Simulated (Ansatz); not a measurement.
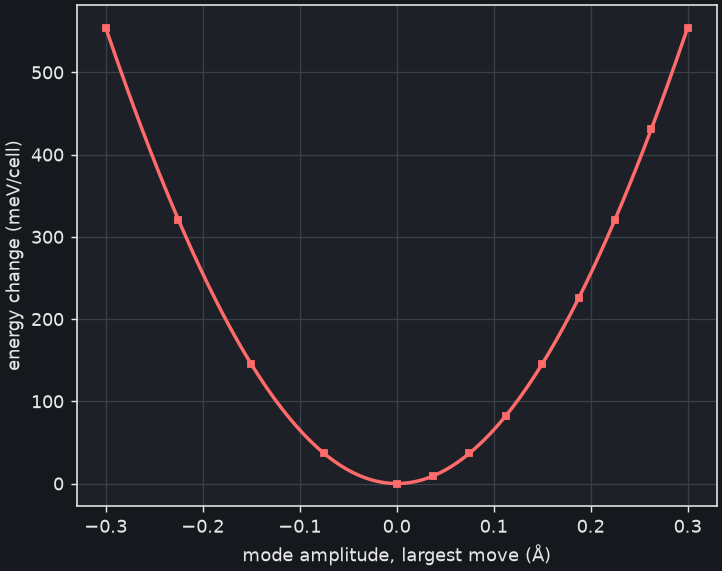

The plot gives the computed energy change against mode amplitude for ZnS, space group F-43m (No. 216).

Starting cell:
```yaml
crystal:
  lattice:
    - [0.00000, 2.69451, 2.69451]
    - [2.69451, 0.00000, 2.69451]
    - [2.69451, 2.69451, 0.00000]
  atoms:
    - { symbol: Zn, position: [0.00000, 0.00000, 0.00000] }
    - { symbol: S, position: [0.75000, 0.75000, 0.75000] }
```

Displacement pattern for amplitude 1 (x, y, z for each atom, in the order of the cell):
```csv
atom,x,y,z
Zn1,0.00,-0.49,0.00
S2,0.00,1.00,0.00
```

Method: a normal mode of the cell frozen into a crystal at growing amplitude, by plane-wave density functional theory with PAW datasets, free energies less that of the undisturbed cell, pressure positive in compression; scalar-relativistic (Ansatz 0.2.0). Level: r2SCAN, no spin polarisation.

- wave cutoff: 500 eV
- k mesh: 8×8×8
- occupations: Gaussian
- smearing width: 0.05 eV
- k shift: (0, 0, 0) (mesh steps)
- start: relaxed

The points at mode amplitude −0.225, −0.075, 0.15 and 0.3 follow from computed ones by symmetry.

From this curve and the settings, what does the calculation give for the force along the mode, pressure and gap on the k mesh at the same points?

The force along the mode falls from 3.46 eV/Å at mode amplitude −0.3000 Å to −3.46 eV/Å at 0.3000 Å, and changes sign near 0.000 Å. The pressure goes from 6.510 GPa at mode amplitude −0.3000 Å to 6.510 GPa at 0.3000 Å, not monotonically, with a low of 0.004 GPa at 0.0000 Å. The gap on the k mesh stays open and runs from 2.651 eV at mode amplitude −0.3000 Å to 2.651 eV at 0.3000 Å, with its largest value, 2.703 eV, at 0.0000 Å, with its least value, 2.631 eV, at 0.1125 Å.

```csv
"mode amplitude, largest move (Å)",force along the mode (eV/Å),pressure (GPa),gap on the k mesh (eV)
-0.3000,3.46,6.510,2.651
-0.2250,2.75,3.786,2.642
-0.1500,1.91,1.723,2.638
-0.0750,0.98,0.439,2.639
0.0000,0.00,0.004,2.703
0.0375,-0.49,0.113,2.663
0.0750,-0.98,0.439,2.639
0.1125,-1.45,0.978,2.631
0.1500,-1.91,1.723,2.638
0.1875,-2.34,2.663,2.652
0.2250,-2.75,3.786,2.642
0.2625,-3.12,5.075,2.641
0.3000,-3.46,6.510,2.651
```
